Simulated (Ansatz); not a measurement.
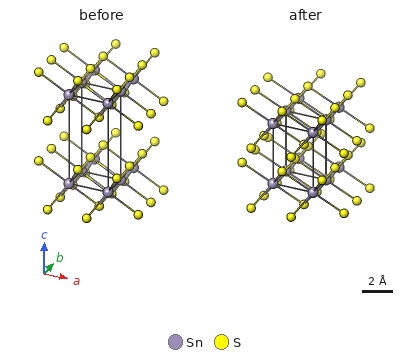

The structure of solid SnS2 (set up in P-3m1) (coarse preliminary run) before (left) and after (right) a relaxation, at one scale.

The picture is a ball-and-stick view of the cell of the calculation, repeated 1 × 2 × 1 with one cell outlined, seen slightly off an axis.

Case: input drawn at random.

Theory: DFT PBE, scalar-relativistic, plane waves, PAW (Ansatz 0.2.0). Settings: plane-wave cutoff 394.6 eV; occupations gaussian; smearing width 0.1 eV; no spin polarisation; cell and atoms relaxed; force threshold 0.06 eV/Å; at most 30 steps.

### What changed between the two?

The run was cut off at its time limit before the relaxation converged, so the last structure is only a point on the way. Over 9 accepted moves (11 points after the start) the energy rises by 0.802 eV per cell of the calculation. With the target pressure of 20 GPa, the enthalpy E + pV changes by −1.847 eV per cell of the calculation. Largest force component: 0.13 eV/Å at the start, 0.0085 eV/Å at the end. The pressure goes from 3.20 to 20.76 GPa. The line search rejected the trial steps at points 7, 10 of the run. The largest moves relative to the cell, 0.36 Å, are those of S atoms. Sn stays in place. The drawn cell changes as follows: a = b 3.674 → 3.764 Å (+2.4 %), c 6.229 → 4.207 Å (−32.5 %); the volume changes by −29.1 %. Some distances before and after: S–S 3.928 → 2.645 Å, S–Sn 2.576 → 2.558 Å. Bond angles that change, for instance: Sn–S–Sn 91.0° → 94.7°, S–Sn–S 89.0° → 85.3°, S–Sn–S 91.0° → 94.7°. The space group stays P-3m1 (No. 164). The run took roughly 28 core-seconds on a shared host.

Limits of the set-up: the cutoff lies below the recommended one.
